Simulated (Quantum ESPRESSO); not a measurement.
# Magnetic state of CoO from several starts

Wanted: the moments of CoO and the energy of each order that was tried.

Program: Quantum ESPRESSO 7.5. Level of theory: PBE with U = 3.5 eV on Co d (ortho-atomic projectors); plane waves with GBRV 1.5 PBE potentials, no spin-orbit coupling. Results are calculated unless marked as measured.

**1. Set-up**

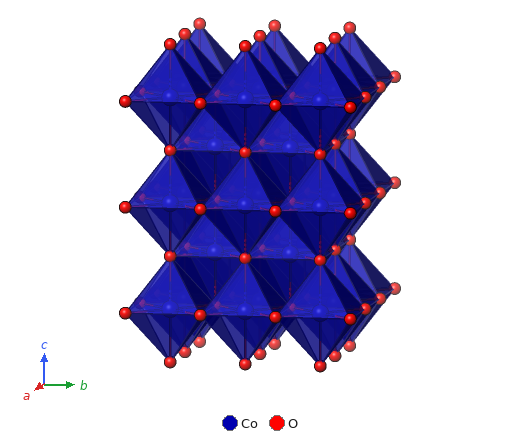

The starting structure, seen slightly off an axis (cobalt blue, oxygen red). 2×2×2 cells are drawn. This picture shows the conventional cell, with its axes. Some periodic images of atoms are drawn too.

As a file:

```cif
data_structure
_symmetry_space_group_name_H-M 'P 1'
_symmetry_Int_Tables_number 1
_cell_length_a 2.9981
_cell_length_b 2.9981
_cell_length_c 2.9981
_cell_angle_alpha 119.605
_cell_angle_beta 119.605
_cell_angle_gamma 90.686
_cell_volume 19.17
loop_
_atom_site_label
_atom_site_type_symbol
_atom_site_fract_x
_atom_site_fract_y
_atom_site_fract_z
_atom_site_occupancy
Co1 Co 0.00000 0.00000 0.00000 1
O2 O 0.50000 0.50000 0.00000 1
```

The cell comes from the Crystallography Open Database.

**2. Start 1: ferro +**

The signs are those of the starting moments on the seeded atoms, the atoms that are given a moment.

pw.in reads:

```
&CONTROL
  calculation = 'scf'
  prefix = 'pwscf'
  outdir = './tmp'
  pseudo_dir = './pseudo'
  disk_io = 'nowf'
/
&SYSTEM
  ibrav = 0
  celldm(1) = 8
  nat = 2
  ntyp = 2
  ecutwfc = 40
  ecutrho = 280
  nbnd = 20
  occupations = 'smearing'
  smearing = 'fd'
  degauss = 0.00367493
  nspin = 2
  starting_magnetization(1) = 0.1765
  starting_magnetization(2) = 0
/
&ELECTRONS
  conv_thr = 4d-09
  electron_maxstep = 150
  mixing_beta = 0.3
/
ATOMIC_SPECIES
Co     58.9332 co_pbe_v1.2.uspp.F.UPF
O      15.9990 o_pbe_v1.2.uspp.F.UPF
CELL_PARAMETERS alat
  -0.3562133744920    0.3562133744920    0.4977650903806
   0.3562133744920   -0.3562133744920    0.4977650903806
   0.3562133744920    0.3562133744920   -0.4977650903806
ATOMIC_POSITIONS crystal
Co      0.0000000000    0.0000000000    0.0000000000
O       0.5000000000    0.5000000000    0.0000000000
K_POINTS automatic
10 10 10 0 0 0
HUBBARD {ortho-atomic}
U Co-3d 3.5000
```

Command:

```sh
$ OMP_NUM_THREADS=1 mpirun -n 4 pw.x -nk 4 -in pw.in > pw.out
```

The program printed:

```text
Program PWSCF v.7.5 starts

     Message from routine setup:
     using ibrav=0 with symmetry is DISCOURAGED, use correct ibrav instead

     K-points division:     npool     =       4
     Subspace diagonalization in iterative solution of the eigenvalue problem:

     G-vector sticks info
     --------------------
     sticks:   dense  smooth     PW     G-vecs:    dense   smooth      PW
     Sum         713     413    169                10193     4429    1163

     Using Slab Decomposition

     bravais-lattice index     =            0
     lattice parameter (alat)  =       8.0000  a.u.
     unit-cell volume          =     129.3525 (a.u.)^3
     number of atoms/cell      =            2
     number of atomic types    =            2
     number of electrons       =        23.00
     number of Kohn-Sham states=           20
     kinetic-energy cutoff     =      40.0000  Ry
     charge density cutoff     =     280.0000  Ry
     scf convergence threshold =      4.0E-09
     mixing beta               =       0.3000
     number of iterations used =            8  plain     mixing
     Exchange-correlation= SLA  PW   PBE  PBE
                           (   1   4   3   4   0   0   0)
     Hubbard projectors: ortho-atomic
     Hubbard parameters of DFT+U (Dudarev formulation) in eV:
     U(Co-3d) =  3.5000

     Internal variables: lda_plus_u =T, lda_plus_u_kind = 0

     Internal variables: orbital_resolved =F, hub_pot_fix =F, apply_U = F

     celldm(1)=   8.000000  celldm(2)=   0.000000  celldm(3)=   0.000000
     celldm(4)=   0.000000  celldm(5)=   0.000000  celldm(6)=   0.000000

     crystal axes: (cart. coord. in units of alat)
               a(1) = (  -0.356213   0.356213   0.497765 )
               a(2) = (   0.356213  -0.356213   0.497765 )
               a(3) = (   0.356213   0.356213  -0.497765 )

     reciprocal axes: (cart. coord. in units 2 pi/alat)
               b(1) = ( -0.000000  1.403653  1.004490 )
               b(2) = (  1.403653 -0.000000  1.004490 )
               b(3) = (  1.403653  1.403653  0.000000 )

     PseudoPot. # 1 for Co read from file:
     co_pbe_v1.2.uspp.F.UPF
     Pseudo is Ultrasoft + core correction, Zval = 17.0
     Generated by new atomic code, or converted to UPF format
     Using radial grid of  863 points,  6 beta functions with:
                l(1) =   0
                l(2) =   0
                l(3) =   1
                l(4) =   1
                l(5) =   2
                l(6) =   2
     Q(r) pseudized with  8 coefficients,  rinner =    1.200   1.200   1.200
                                                       1.200   1.200

     PseudoPot. # 2 for O  read from file:
     o_pbe_v1.2.uspp.F.UPF
     Pseudo is Ultrasoft + core correction, Zval =  6.0
     Generated by new atomic code, or converted to UPF format
     Using radial grid of  737 points,  5 beta functions with:
                l(1) =   0
                l(2) =   0
                l(3) =   1
                l(4) =   1
                l(5) =   2
     Q(r) pseudized with  8 coefficients,  rinner =    0.900   0.900   0.900
                                                       0.900   0.900

     atomic species   valence    mass     pseudopotential
     Co               17.00    58.93320     Co( 1.00)
     O                 6.00    15.99900     O ( 1.00)

     Starting magnetic structure
     atomic species   magnetization
     Co              0.176
     O               0.000

     16 Sym. Ops., with inversion, found

   Cartesian axes

     site n.     atom                  positions (alat units)
         1        Co     tau(   1) = (   0.0000000   0.0000000   0.0000000  )
         2        O      tau(   2) = (   0.0000000   0.0000000   0.4977651  )

     number of k points=   102  Fermi-Dirac smearing, width (Ry)=  0.0037

     Number of k-points >= 100: set verbosity='high' to print them.

     Dense  grid:    10193 G-vectors     FFT dimensions: (  32,  32,  32)

     Smooth grid:     4429 G-vectors     FFT dimensions: (  24,  24,  24)

     Check: negative core charge=   -0.000038
     Generating pointlists ...
     new r_m :   0.2053 (alat units)  1.6426 (a.u.) for type    1
     new r_m :   0.2053 (alat units)  1.6426 (a.u.) for type    2

     Initial potential from superposition of free atoms

     starting charge      22.0000, renormalised to      23.0000

     STARTING HUBBARD OCCUPATIONS:

     =================== HUBBARD OCCUPATIONS ===================
     ------------------------ ATOM    1 ------------------------
     Tr[ns(  1)] (up, down, total) =   5.00000  2.00000  7.00000
     Atomic magnetic moment for atom   1 =   3.00000
     [... lines left out ...]
     Number of occupied Hubbard levels =    7.0000

     Atomic wfc used for Hubbard projectors are orthogonalized

     Starting wfcs are   17 randomized atomic wfcs +    3 random wfcs

     Self-consistent Calculation

     iteration #  1     ecut=    40.00 Ry     beta= 0.30
     Davidson diagonalization with overlap
     ethr =  1.00E-02,  avg # of iterations =  5.0

     =================== HUBBARD OCCUPATIONS ===================
     ------------------------ ATOM    1 ------------------------
     Tr[ns(  1)] (up, down, total) =   4.65229  0.92814  5.58043
     Atomic magnetic moment for atom   1 =   3.72415
     [... lines left out ...]
     Number of occupied Hubbard levels =    5.5804

     total energy              =    -328.81394534 Ry
     estimated scf accuracy    <       6.00891138 Ry

     total magnetization       =     3.67 Bohr mag/cell
     absolute magnetization    =     3.75 Bohr mag/cell

     iteration #  2     ecut=    40.00 Ry     beta= 0.30
     Davidson diagonalization with overlap
     ethr =  1.00E-02,  avg # of iterations =  2.0

     total energy              =    -329.78463975 Ry
     estimated scf accuracy    <       4.88870341 Ry

     total magnetization       =     1.07 Bohr mag/cell
     absolute magnetization    =     1.10 Bohr mag/cell

     iteration #  3     ecut=    40.00 Ry     beta= 0.30
     Davidson diagonalization with overlap
     ethr =  1.00E-02,  avg # of iterations =  1.1

     total energy              =    -330.56250728 Ry
     estimated scf accuracy    <       0.20003961 Ry

     total magnetization       =     3.02 Bohr mag/cell
     absolute magnetization    =     3.04 Bohr mag/cell

     [... further iterations left out ...]

     iteration # 15     ecut=    40.00 Ry     beta= 0.30
     Davidson diagonalization with overlap
     ethr =  1.26E-07,  avg # of iterations =  1.0

     total energy              =    -330.59448900 Ry
     estimated scf accuracy    <       0.00000249 Ry

     total magnetization       =     2.98 Bohr mag/cell
     absolute magnetization    =     3.01 Bohr mag/cell

     iteration # 16     ecut=    40.00 Ry     beta= 0.30
     Davidson diagonalization with overlap
     ethr =  1.08E-08,  avg # of iterations =  1.0

     total energy              =    -330.59448922 Ry
     estimated scf accuracy    <       0.00000029 Ry

     total magnetization       =     2.98 Bohr mag/cell
     absolute magnetization    =     3.01 Bohr mag/cell

     iteration # 17     ecut=    40.00 Ry     beta= 0.30
     Davidson diagonalization with overlap
     ethr =  1.27E-09,  avg # of iterations =  1.0

     total energy              =    -330.59448926 Ry
     estimated scf accuracy    <          7.3E-09 Ry

     total magnetization       =     2.98 Bohr mag/cell
     absolute magnetization    =     3.01 Bohr mag/cell

     iteration # 18     ecut=    40.00 Ry     beta= 0.30
     Davidson diagonalization with overlap
     ethr =  3.15E-11,  avg # of iterations =  1.0

     Magnetic moment per site  (integrated on atomic sphere of radius R)
     atom   1 (R=0.205)  charge= 14.5503  magn=  2.5985
     atom   2 (R=0.205)  charge=  5.7436  magn=  0.2758

     End of self-consistent calculation

     =================== HUBBARD OCCUPATIONS ===================
     ------------------------ ATOM    1 ------------------------
     Tr[ns(  1)] (up, down, total) =   4.97397  2.31301  7.28699
     Atomic magnetic moment for atom   1 =   2.66096
     [... lines left out ...]
     Number of occupied Hubbard levels =    7.2870

     Number of k-points >= 100: set verbosity='high' to print the bands.

     the Fermi energy is    13.4025 ev

!    total energy              =    -330.59448927 Ry
     estimated scf accuracy    <          1.2E-09 Ry
     smearing contrib. (-TS)   =      -0.00262206 Ry
     internal energy E=F+TS    =    -330.59186721 Ry

     The total energy is F=E-TS. E is the sum of the following terms:
     one-electron contribution =    -181.75399592 Ry
     hartree contribution      =     104.39033243 Ry
     xc contribution           =     -40.05125769 Ry
     ewald contribution        =    -213.29243594 Ry
     Hubbard energy            =       0.11548992 Ry

     total magnetization       =     2.98 Bohr mag/cell
     absolute magnetization    =     3.01 Bohr mag/cell

     convergence has been achieved in  18 iterations

=------------------------------------------------------------------------------=
   JOB DONE.
=------------------------------------------------------------------------------=
```

The job ended after 14 s (4 MPI ranks of Intel Xeon Platinum 8488C (Sapphire Rapids), shared host; peak memory 0.33 GiB).

Spin moment in the atom's sphere by atom:

```tsv
atom	spin moment in the atom's sphere (μB)
Co1	2.60
O2	0.28
```

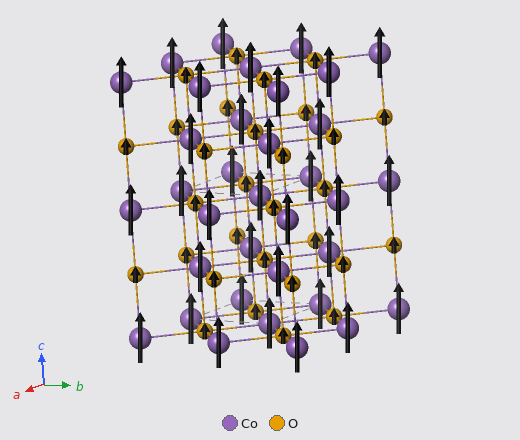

Spin moment in the atom's sphere as arrows, the longest 2.60 μB. Up and down stand for the sign. Arrows give size and sign along the axis of quantisation, drawn up and down the page. Each arrow also spans its atom, so small moments look longer than they are. 2×2×2 conventional cells are drawn. Some periodic images of atoms are drawn too.

Numbers from this step:

```
smearing term TS       : 0.03567 eV
magnetization          : 2.985 μB
absolute magnetization : 3.013 μB
final state            : ferromagnetic
```

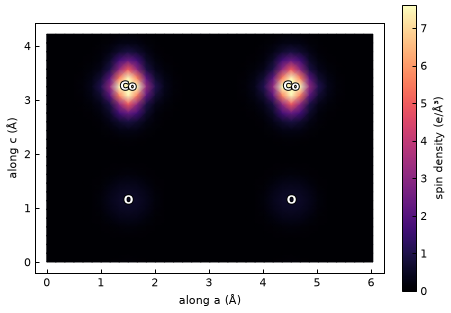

Spin density in the ac plane of the conventional cell at fractional y = 0.000, with atoms of Co and O within 0.2 Å of it. The map starts off the cell's origin, so that atoms lie inside it.

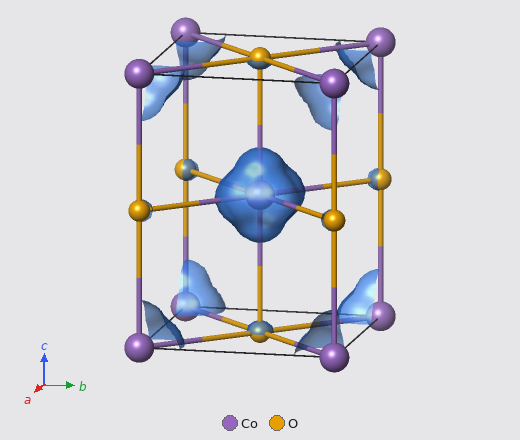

Surface of spin density = 0.51 e/Å³, which holds about 70 % of the integral of its size.

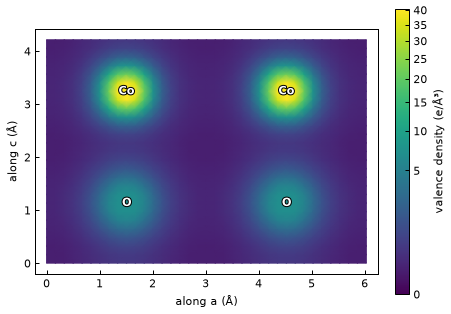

Valence density in the ac plane of the conventional cell at fractional y = 0.000, with atoms of Co and O within 0.2 Å of it. It is the smooth field of the valence electrons, not physical close to the nuclei. The map starts off the cell's origin, so that atoms lie inside it. The colour scale is stretched toward low values.

(Part 1 of 3 ends here.)

[Logs and program files are shortened in this print: banners, set-up blocks, solver, clock and traceback lines can be left out without a mark of their own.]

[Logs are printed without paths, hosts, clocks, repeated set-up lines and the standing remarks that a program may print on its own settings, such as how far it seeks lower states.]

[Hosts, paths, dates, database ids (printed as entryN), source tags and the programs' standing remarks are cut or masked in the printed files.]

[Where a cell is said to come from a database of computed structures, the database is the Materials Project.]
